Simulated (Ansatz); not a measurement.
# Density-of-states calculation, with input and output: PbS$_{2}$ (part 1 of 2)

System: PbS$_{2}$ (I4/mcm, 6 atoms in the cell).
Method: DFT HSE06 form with exact-exchange fraction 0.4, scalar-relativistic, plane waves, PAW, no spin polarisation (Ansatz 0.2.0).

The structure derives from a Materials Project entry. Figures and captions count atoms from 1; the log counts them from 0 in places.

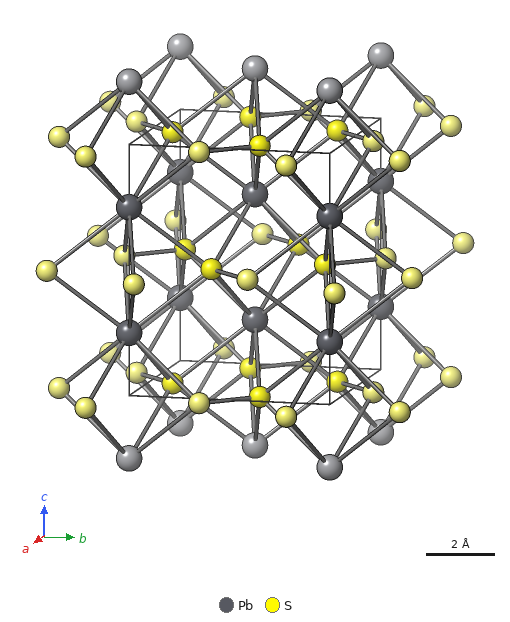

*The structure as given in the input (ball-and-stick view of the cell 2 times as large as that of the calculation, set on its symmetry axes, seen slightly off an axis; neighbours outside the cell are drawn fainter). An atom can appear more than once, as a periodic image.*

Near neighbours in the periodic cell (some may lie outside the picture): Pb has 8 S at 3.09 Å; S has 4 Pb at 3.09 Å and 1 S at 2.09 Å.

Input file:
```yaml
crystal:
  lattice:
    - [-3.0719071189, 3.0719071189, 3.784125055]
    - [3.0719071189, -3.0719071189, 3.784125055]
    - [3.0719071189, 3.0719071189, -3.784125055]
  atoms:
    - { symbol: Pb, position: [0.75, 0.75, 0.0] }
    - { symbol: Pb, position: [0.25, 0.25, 0.0] }
    - { symbol: S, position: [0.1202782817, 0.6202782817, 0.7405565634] }
    - { symbol: S, position: [0.8797217183, 0.3797217183, 0.2594434366] }
    - { symbol: S, position: [0.6202782817, 0.8797217183, 0.5] }
    - { symbol: S, position: [0.3797217183, 0.1202782817, 0.5] }
basis:
  ecutwfc: 420
  ecutrho_ratio: 4
kpoints:
  mp_grid: { grid: [4, 4, 4] }
hamiltonian:
  xc: { preset: hse06, exx: { coeff: 0.4, omega: 0.20787 } }
scf:
  occupations: { method: gaussian, width: 0.05 }
  n_extra_bands: 15
output:
  forces: true
  stress: true
  eigenvalues: true
  populations: true
  dos: { projected: true, de: 0.02 }
  write_density: true
  write_potential: true
  elf: true
  volumetric_format: npy
```

Command:
```bash
ansatz run input.yaml --threads 4 --pin off --max-ram 8192MiB --backend cpu --events-out ev --progress --plain --runs-dir out
```

The program's output:
```
Warning: output.stress: scf.convergence.dr2_threshold = 1e-7 eV (the SCF's general default) is looser than the 6e-10 eV advised for a printed stress (1e-10 eV for each atom of the cell: 6). What an SCF threshold leaves in a stress goes as its square root, and in the free energy as the threshold itself, and one threshold admits the most on a small cell: of the crystals measured, under no hybrid functional and no lock of the moments, on runs that ended without the residual-converged pass, on stresses that held no estimate of that error, the worst erred by over 100 MPa in a component at 1e-7 eV an atom and by under 5 at 1e-10. Set scf.convergence.dr2_threshold to 6e-10 eV or tighter. The threshold is an SCF's pass mark: one that does not reach it within its budget of iterations ends unconverged, or closes short of it on a stop that the run arms, and scf.convergence.dr2_threshold's page says what that costs each kind of run
Warning: output.stress: scf.exx.energy_threshold = 1e-6 eV is looser than the 6e-8 eV advised for a stress under a hybrid functional (1e-8 eV for each atom of the cell: 6). Every SCF of the exchange loop can meet its threshold on dr2 while the loop round them stops early: no threshold on dr2 bounds what that leaves in the stress. Set scf.exx.energy_threshold to 6e-8 eV or tighter. The threshold is the loop's pass mark: a loop that does not reach it within its budget of cycles ends unconverged, and scf.exx.energy_threshold's page has the law
scf.n_extra_bands = 15 over 26 filled bands (N_el = 52.0): the run solves 41 bands
Engine: ansatz 0.2.0, aarch64-unknown-linux-gnu
Pseudopotentials: kind: paw
Pseudopotential: Pb, paw, valence charge 14, recommended cutoff 420 eV (normal), Pb.paw.azcp
Pseudopotential: S, paw, valence charge 6, recommended cutoff 420 eV (normal), S.paw.azcp
Functional definition: unnamed
  parameter a_1 = 0.4
  parameter omega_1 = 0.20787/angstrom
  exchange = pbe_x + (-a_1)*pbe_x_sr(omega_1) + a_1*exact_x_sr(omega_1)
  correlation = pbe_c
Crystal: 6 atoms, lattice volume = 142.837 Å³
Basis set: ecut = 420 eV, 2805 PW (Γ), exchange–correlation on 80×80×80 points (8 copies of the dense FFT grid, shifted against one another)
Bands: 41, of which v1, the nominal top of the filled ones, is band 26 counted from 1 (25 counted from 0)
Symmetry: 16 space group operations
Space group: I4/mcm (ITA 140), of the structure as read, at distance tolerance 5.2e-5 Å
k-points: 13 of 64
Non-local potential: Pb, projectors of the file, l = 0: 2, l = 1: 2, l = 2: 2, l = 3: 2
Non-local potential: S, projectors of the file, l = 0: 2, l = 1: 2, l = 2: 2
PAW form: soft (Blöchl's): semilocal exchange-correlation on the pseudo side does not see the compensation charge
PAW frozen core: Pb, regenerated for the run's functional, and the local potential with it (the file was generated under x = pbe(κ = 0.804, μ = 0.2195149727645171), c = pbe(β = 0.06672455060314922))
PAW frozen core: S, regenerated for the run's functional, and the local potential with it (the file was generated under x = pbe(κ = 0.804, μ = 0.2195149727645171), c = pbe(β = 0.06672455060314922))
PAW one-centre angular grid: Pb, 590 points (default); XC on 64 Gauss nodes
PAW one-centre angular grid: S, 110 points (default); XC on 64 Gauss nodes
Initial density: superposition of atomic densities (neutral atoms: chi_scale 0, normalization atom), corrected by the library's trained network
Initial wavefunctions: pseudopotential atomic-orbital guess
Functional: x = pbe(κ = 0.804, μ = 0.2195149727645171), c = pbe(β = 0.06672455060314922), warm-up for x = pbe(κ = 0.804, μ = 0.2195149727645171) + 0.4 (exact − pbe) at short range (hse, ω = 0.20787 Å⁻¹), c = pbe(β = 0.06672455060314922)
SCF iter   1: F=—  HF=-27422.828178 eV  |F-HF|=—  |Δ(HF+E_count)|=         —  Δρ=1.96e-3  dr2=3.95e-3  ethr=1.77e-3  ⟨swp⟩=13.7  Hψ=2820  notcnv=0
preconditioner: auto → none  [insulator: Δε(μ)=0.339 eV  Ē_g=15.660 eV  σ=0.050 eV  W_gap=0.55  n_scr=26 (ndim 8)  ℏωp=22.4 eV  f_vac=0.000  D(μ)=1.13/eV (n_scr^D=0)]
SCF iter   2: F=—  HF=-27422.829395 eV  |F-HF|=—  |Δ(HF+E_count)|=   1.22e-3  Δρ=9.36e-4  dr2=8.60e-4  ethr=7.60e-6  ⟨swp⟩=5.0  Hψ=1296  notcnv=0  defer=6
iter 3 solved again at ethr=2.25e-8 eV; its pass at ethr=1.65e-6 eV (dr2=1.17e-5 eV) is discarded
SCF iter   3: F=—  HF=-27422.830067 eV  |F-HF|=—  |Δ(HF+E_count)|=   6.72e-4  Δρ=1.04e-4  dr2=1.28e-5  ethr=2.25e-8  ⟨swp⟩=4.5  Hψ=2194  notcnv=0
SCF iter   4: F=—  HF=-27422.830072 eV  |F-HF|=—  |Δ(HF+E_count)|=   5.00e-6  Δρ=3.44e-5  dr2=1.48e-6  ethr=2.25e-8  ⟨swp⟩=3.5  Hψ=1061  notcnv=0
SCF iter   5: F=—  HF=-27422.830073 eV  |F-HF|=—  |Δ(HF+E_count)|=   6.34e-7  Δρ=1.06e-5  dr2=1.46e-7  ethr=2.84e-9  ⟨swp⟩=3.2  Hψ=975  notcnv=0
SCF iter   6: F=—  HF=-27422.830073 eV  |F-HF|=—  |Δ(HF+E_count)|=   6.14e-8  Δρ=2.02e-6  dr2=5.56e-9  ethr=2.80e-10  ⟨swp⟩=3.9  Hψ=1053  notcnv=0
SCF iter   7: F=-27422.830073 eV  HF=-27422.830073 eV  |F-HF|=1.49e-10  |Δ(HF+E_count)|=   4.17e-9  Δρ=3.51e-7  dr2=6.75e-11  ethr=1.07e-11  ⟨swp⟩=3.9  Hψ=1225  notcnv=0
SCF 1 converged in 7 iterations: F = -27422.830073 eV  dr2 = 6.75e-11
  greatest PAW one-centre occupation: 0.981 electrons in one spin orbital (limit 2), on the Pb atom at site 1 (counted from 0), in its partial waves of l = 2
Initial density: handed on by an earlier stage of this run
Initial wavefunctions: those handed on with the density
Functional: x = pbe(κ = 0.804, μ = 0.2195149727645171) + 0.4 (exact − pbe) at short range (hse, ω = 0.20787 Å⁻¹), c = pbe(β = 0.06672455060314922)
Exchange kernel: α = 0.4000, screened, ω = 0.2079 Å⁻¹, Wigner–Seitz truncation, v(0) = 1046.5051 eV·Å³, q-mesh 4×4×4, nearest image of the exchange supercell L = 23.05 Å, pair-density grid 24×24×24, without the augmentation charges, whose exchange is taken in its separable form by FFT convolution over the k-point mesh (sized by the pseudopotential files, 32×32×32 at the most), smooth part of the exact exchange by density-matrix convolution
Frozen-core exchange: fock
iter 1 solved again at ethr=1.37e-4 eV; its pass at ethr=1.00e-1 eV (dr2=7.14e-2 eV) is discarded
SCF iter   1: F=—  HF=-27437.692031 eV  |F-HF|=—  |Δ(HF+E_count)|=         —  Δρ=8.51e-3  dr2=9.06e-2  ethr=1.37e-4  ⟨swp⟩=5.0  Hψ=2983  notcnv=0
preconditioner: auto → none  [insulator: Δε(μ)=0.801 eV  Ē_g=18.738 eV  σ=0.050 eV  W_gap=1.00  n_scr=26 (ndim 8)  ℏωp=22.4 eV  f_vac=0.000  D(μ)=0.00/eV (n_scr^D=0)]
SCF iter   2: F=—  HF=-27437.725559 eV  |F-HF|=—  |Δ(HF+E_count)|=   3.35e-2  Δρ=4.68e-3  dr2=2.31e-2  ethr=1.37e-4  ⟨swp⟩=3.1  Hψ=1151  notcnv=0
SCF iter   3: F=—  HF=-27437.716335 eV  |F-HF|=—  |Δ(HF+E_count)|=   9.22e-3  Δρ=9.64e-4  dr2=2.04e-3  ethr=4.39e-5  ⟨swp⟩=3.8  Hψ=1244  notcnv=0
SCF iter   4: F=—  HF=-27437.715905 eV  |F-HF|=—  |Δ(HF+E_count)|=   4.29e-4  Δρ=1.97e-4  dr2=1.21e-4  ethr=3.13e-6  ⟨swp⟩=3.9  Hψ=1120  notcnv=0
SCF iter   5: F=-27437.715861 eV  HF=-27437.715863 eV  |F-HF|=1.11e-6  |Δ(HF+E_count)|=   4.29e-5  Δρ=3.81e-5  dr2=2.17e-6  ethr=2.09e-7  ⟨swp⟩=3.2  Hψ=937  notcnv=0
SCF 2 stopped early in 5 iterations: F = -27437.715861 eV  dr2 = 2.17e-6
  Residual-converged pass: ⟨swp⟩=5.0  Hψ=1497  notcnv=0  max |occ|·‖R‖ = 6.1e-6 eV (tolerance 6.7e-6 eV)  dr2=2.23e-6  dr2_onsite=1.17e-7  max |Δocc| = 2.3e-44
  greatest PAW one-centre occupation: 0.982 electrons in one spin orbital (limit 2), on the Pb atom at site 1 (counted from 0), in its partial waves of l = 2
hybrid outer 1: dexx = +7.190e-2 eV, tail = 1.57e-4 eV
Exchange kernel: α = 0.4000, screened, ω = 0.2079 Å⁻¹, Wigner–Seitz truncation, v(0) = 1046.5051 eV·Å³, q-mesh 4×4×4, nearest image of the exchange supercell L = 23.05 Å, pair-density grid 24×24×24, without the augmentation charges, whose exchange is taken in its separable form by FFT convolution over the k-point mesh (sized by the pseudopotential files, 32×32×32 at the most), smooth part of the exact exchange by density-matrix convolution
Frozen-core exchange: fock
SCF iter   1: F=—  HF=-27437.714452 eV  |F-HF|=—  |Δ(HF+E_count)|=         —  Δρ=7.25e-5  dr2=6.16e-6  ethr=1.51e-6  ⟨swp⟩=5.8  Hψ=1438  notcnv=0
preconditioner: auto → none  [insulator: Δε(μ)=0.936 eV  Ē_g=18.750 eV  σ=0.050 eV  W_gap=1.00  n_scr=26 (ndim 8)  ℏωp=22.4 eV  f_vac=0.000  D(μ)=0.00/eV (n_scr^D=0)]
SCF iter   2: F=—  HF=-27437.714456 eV  |F-HF|=—  |Δ(HF+E_count)|=   3.85e-6  Δρ=3.54e-5  dr2=1.21e-6  ethr=1.04e-8  ⟨swp⟩=4.2  Hψ=1320  notcnv=0  defer=1
SCF iter   3: F=—  HF=-27437.714455 eV  |F-HF|=—  |Δ(HF+E_count)|=   1.26e-7  Δρ=9.33e-6  dr2=1.31e-7  ethr=2.27e-9  ⟨swp⟩=4.0  Hψ=1139  notcnv=0  defer=3
SCF iter   4: F=—  HF=-27437.714455 eV  |F-HF|=—  |Δ(HF+E_count)|=   2.49e-8  Δρ=3.45e-6  dr2=1.54e-8  ethr=2.19e-10  ⟨swp⟩=4.8  Hψ=1392  notcnv=0  defer=5
SCF iter   5: F=—  HF=-27437.714455 eV  |F-HF|=—  |Δ(HF+E_count)|=   2.93e-9  Δρ=1.36e-6  dr2=2.54e-9  ethr=2.71e-11  ⟨swp⟩=4.9  Hψ=1132  notcnv=0  defer=15
SCF iter   6: F=-27437.714455 eV  HF=-27437.714455 eV  |F-HF|=5.82e-11  |Δ(HF+E_count)|=  3.75e-10  Δρ=2.50e-7  dr2=9.21e-11  ethr=4.60e-12  ⟨swp⟩=4.8  Hψ=1168  notcnv=0  defer=5
SCF 3 converged in 6 iterations: F = -27437.714455 eV  dr2 = 9.21e-11
  Residual-converged pass: ⟨swp⟩=3.1  Hψ=1173  notcnv=0  max |occ|·‖R‖ = 2.6e-7 eV (tolerance 2.7e-7 eV)  dr2=9.58e-11  dr2_onsite=6.77e-12  max |Δocc| = 1.4e-47
hybrid outer 2: dexx = +4.232e-6 eV, tail = 1.01e-7 eV, Δε = 5.87e-3 eV (about 1.72e-4 eV left of the loop's levels), ΔF = 4.53e-3 eV/Å (tail 1.06e-3)
Exchange kernel: α = 0.4000, screened, ω = 0.2079 Å⁻¹, Wigner–Seitz truncation, v(0) = 1046.5051 eV·Å³, q-mesh 4×4×4, nearest image of the exchange supercell L = 23.05 Å, pair-density grid 24×24×24, without the augmentation charges, whose exchange is taken in its separable form by FFT convolution over the k-point mesh (sized by the pseudopotential files, 32×32×32 at the most), smooth part of the exact exchange by density-matrix convolution
Frozen-core exchange: fock
SCF iter   1: F=—  HF=-27437.714455 eV  |F-HF|=—  |Δ(HF+E_count)|=         —  Δρ=3.10e-6  dr2=9.14e-9  ethr=9.67e-10  ⟨swp⟩=7.0  Hψ=1418  notcnv=0
preconditioner: auto → none  [insulator: Δε(μ)=0.935 eV  Ē_g=18.751 eV  σ=0.050 eV  W_gap=1.00  n_scr=26 (ndim 8)  ℏωp=22.4 eV  f_vac=0.000  D(μ)=0.00/eV (n_scr^D=0)]
SCF iter   2: F=-27437.714455 eV  HF=-27437.714455 eV  |F-HF|=7.71e-10  |Δ(HF+E_count)|=  1.96e-10  Δρ=1.12e-6  dr2=1.07e-9  ethr=1.68e-11  ⟨swp⟩=4.8  Hψ=1249  notcnv=0  defer=8
SCF 4 converged in 2 iterations: F = -27437.714455 eV  dr2 = 1.07e-9
  Residual-converged pass: ⟨swp⟩=3.9  Hψ=1241  notcnv=0  max |occ|·‖R‖ = 2.7e-7 eV (tolerance 2.7e-7 eV)  dr2=1.09e-9  dr2_onsite=2.11e-10  max |Δocc| = 6.3e-49
```

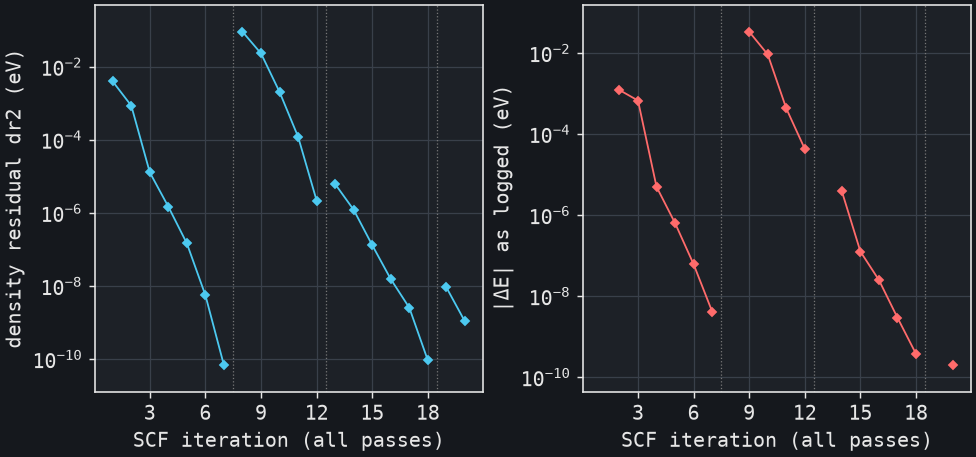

*Convergence of the self-consistent field: density residual dr2 and size of the energy change against the SCF iteration. The run starts with a semilocal functional; after that each stretch between dotted lines is one SCF of the hybrid functional between two exact rebuilds of the exchange operator by the outer loop. Early passes are stopped at a loose threshold.*

The passes take 7, 5, 6 and 2 iterations.
